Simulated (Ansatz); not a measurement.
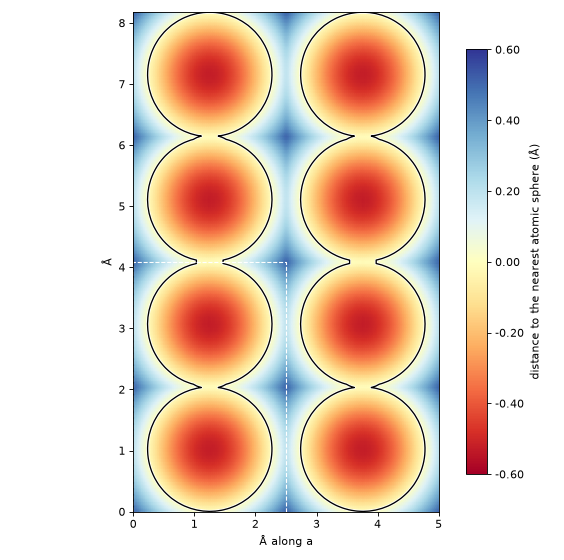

Map of the distance to the nearest atomic sphere in Co (P6_3/mmc), computed on the section y = 0.000 (parallel to a and c; the dashed line is one cell). The black line marks the spheres' surfaces; positive values are empty space; unlabelled circles belong to atoms above or below the section.

The atoms' radii are metallic radii: Co 1.25 Å.

Origin of the cell: the input geometry of an electronic-structure calculation (not necessarily at equilibrium).

```xyz
2
Lattice="2.5054 0.0000 0.0000 -1.2527 2.1697 0.0000 0.0000 0.0000 4.0893" Properties=species:S:1:pos:R:3 pbc="T T T"
Co    0.0000    1.4465    1.0223
Co    1.2527    0.7232    3.0670
```

### Where is the largest hole in this section, and how large is it?

At 0.000, 0.000, 0.000 (fractional), where the distance reaches 0.52 Å; it is enclosed by 6 Co in an octahedral arrangement. It is the largest hole of the crystal.

### How much of the crystal lies outside the spheres?

About 26 % of the cell's volume, and 37 % of this section's area.

### What can pass through?

The largest sphere that fits anywhere has a diameter of 1.04 Å; the largest that can travel through the crystal, about 0.4 Å.
